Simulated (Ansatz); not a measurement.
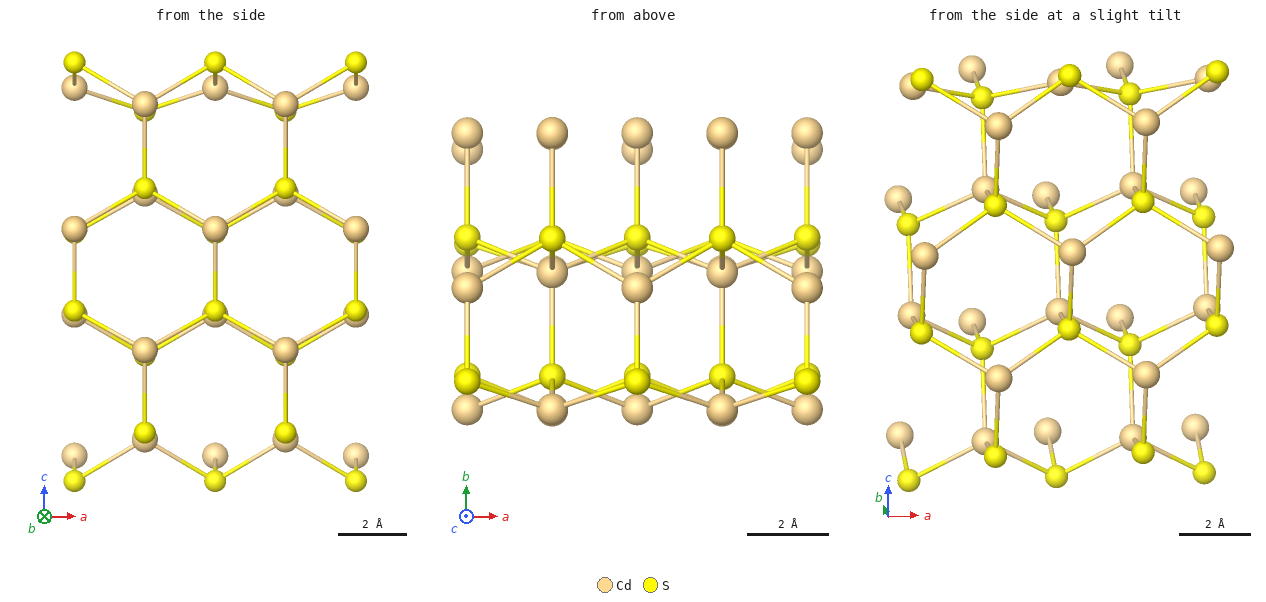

A ball-and-stick picture of a periodic slab, seen from the side, from above and from the side at a slight tilt. The surface normal points up in side views; the vacuum is left out. 2×1 cells are drawn in the plane, with atoms at the edges repeated.

The cell holds 8 Cd, 8 S. The slab was cut from bulk CdS (P6_3mc).

> Which atoms form the outer planes?

The top face ends in S, the bottom face in S. The two faces are alike.

> How far apart are the outermost atoms along the normal?

About 12 Å from the lowest to the highest atom.

> Index the surface.

(1 0 0).

Electronic-structure method: Ansatz, DFT PBE, scalar-relativistic, plane waves, PAW. Parameters: E_cut = 420 eV, a 6×4×1 mesh of k-points, Gaussian smearing of 0.05 eV, no spin polarisation.

> How far below the vacuum level of the top face are the band edges?

The valence edge lies 5.96 eV below it (ionisation potential) and the conduction edge 4.60 eV (electron affinity). These are Kohn-Sham band edges, only estimates of the true removal and addition energies, and on cut faces they can belong to dangling-bond states in place of the bulk bands.

It goes back to a structure listed in the Materials Project, from which a slab was cut. The atoms were relaxed in a fixed cell with Ansatz 0.2.0, DFT PBE, scalar-relativistic, plane waves, PAW.
